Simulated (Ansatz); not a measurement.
System: Ge (slab).

```
Ge
1.0
     3.97496    0.00000    0.00000
    -1.98748    3.44242    0.00000
     0.00000    0.00000   25.54802
Ge
8
Direct
  0.00000 0.00000 0.29356
  0.66667 0.33333 0.32532
  0.66667 0.33333 0.42060
  0.33333 0.66667 0.45236
  0.33333 0.66667 0.54764
  0.00000 0.00000 0.57940
  0.00000 0.00000 0.67468
  0.66667 0.33333 0.70644
```

Not relaxed (largest force 0.4 eV/Å).

Computed with Ansatz, DFT LDA, scalar-relativistic, plane waves, PAW.

Predict the valence pseudo-density and electron localisation function between the atoms.

Ge–Ge (2.43 Å): ρ at the midpoint is about 0.51 e/Å³; the ELF peaks at about 0.75 between the atoms.

Does the calculation give a band gap?

It is metallic or semimetallic at this level of theory: no gap opens.

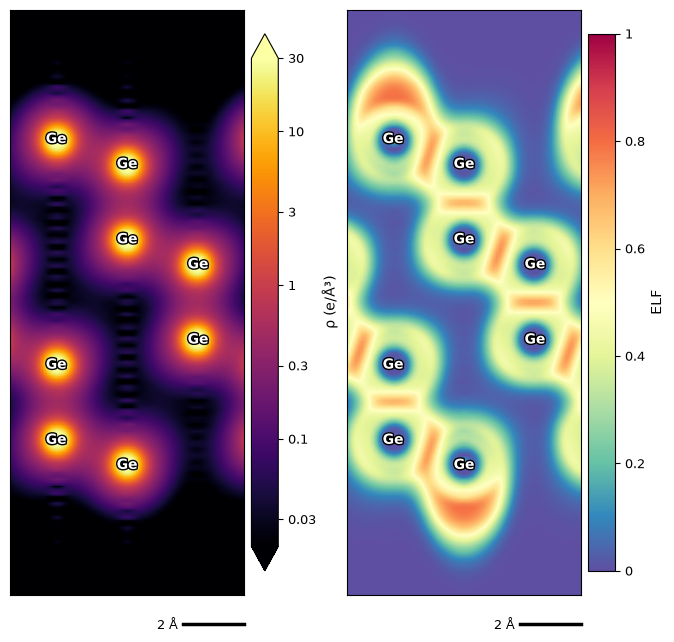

Computed valence pseudo-density and electron localisation function on the (110) plane of the calculation cell, a cut from vacuum to vacuum, in this order. 
